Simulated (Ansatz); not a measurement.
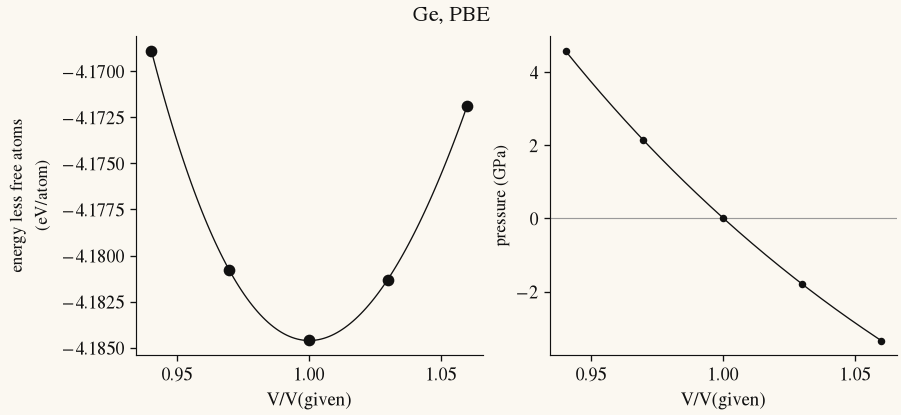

Plotted: energy less free atoms and pressure against V/V(given) for Ge, space group P6_3/mmc (No. 194).

Cell as given: a = 2.976 Å, b = 2.976 Å, c = 5.053 Å, α = 90.00°, β = 90.00°, γ = 120.00°; 2 atoms.

Method: periodic Kohn-Sham DFT of a crystal at fixed atoms, scaled to the stated factor times the given cell; pressure positive in compression, energy less spherical unpolarised free atoms (Ansatz 0.2.0). Level: PBE.

- method: all-electron LAPW
- relativity: scalar
- k mesh: 15×15×8
- occupations: Fermi–Dirac
- smearing width: 0.05 eV
- basis error target: 0.5 (meV/atom)
- nucleus: Gaussian

V(given) is 19.38 Å³/atom.

Question: What equilibrium volume and bulk modulus follow from the curve?

Answer: A third-order Birch–Murnaghan fit gives V0 = 19.38 Å³/atom, B0 = 65.2 GPa and B′ = 4.3.

Question: How does the pressure vary with V/V(given)?

Answer: It falls from 4.578 GPa at V/V(given) 0.941 to −3.339 GPa at 1.060, and changes sign near 1.000.

Caveats: shape and atomic fractions are frozen while scaling, which makes layered, chain and framework solids too stiff.
